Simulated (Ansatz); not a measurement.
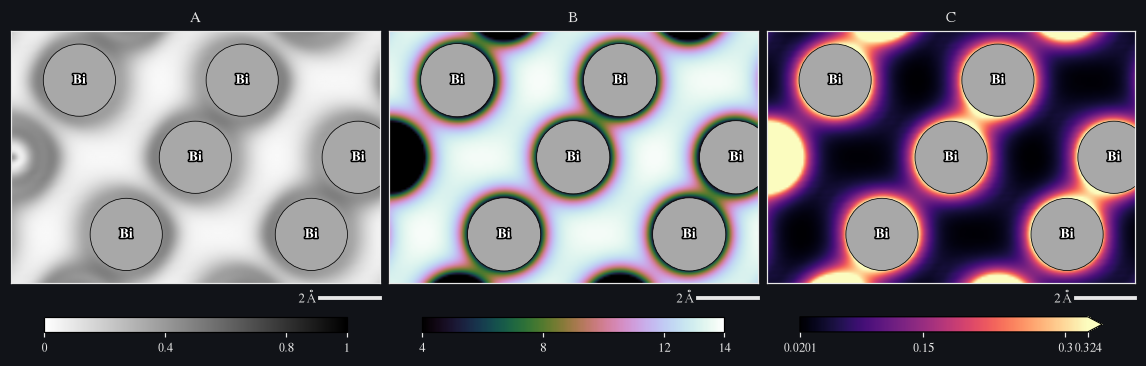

Bi: 3 fields on the (110) plane of the conventional cell, with unlabelled colour scales. Grey discs cover the atomic cores.

Space group R-3m; computed pressure about 3 GPa in this cell.

Computed with Kohn-Sham DFT of a periodic cell, PBE, Ansatz PAW in Ansatz 0.2.0.

```cif
data_structure
_symmetry_space_group_name_H-M 'P 1'
_symmetry_Int_Tables_number 1
_cell_length_a 4.5046
_cell_length_b 4.5046
_cell_length_c 11.7347
_cell_angle_alpha 90.000
_cell_angle_beta 90.000
_cell_angle_gamma 120.000
_cell_volume 206.21
loop_
_atom_site_label
_atom_site_type_symbol
_atom_site_fract_x
_atom_site_fract_y
_atom_site_fract_z
_atom_site_occupancy
Bi1 Bi 0.66667 0.33333 0.09933 1
Bi2 Bi 0.33333 0.66667 0.43267 1
Bi3 Bi 0.00000 0.00000 0.76600 1
Bi4 Bi 0.00000 0.00000 0.23400 1
Bi5 Bi 0.66667 0.33333 0.56733 1
Bi6 Bi 0.33333 0.66667 0.90067 1
```

### Match the panels to the quantities (electron localisation function, electrostatic potential energy of an electron and valence pseudo-density).

Panel A: electron localisation function. Panel B: electrostatic potential energy of an electron (low next to the atoms, rising into the space between them). Panel C: valence pseudo-density. From the grid: Bi–Bi (3.04 Å): ρ is about 0.3 e/Å³ halfway; the ELF reaches about 0.50 near the midpoint.
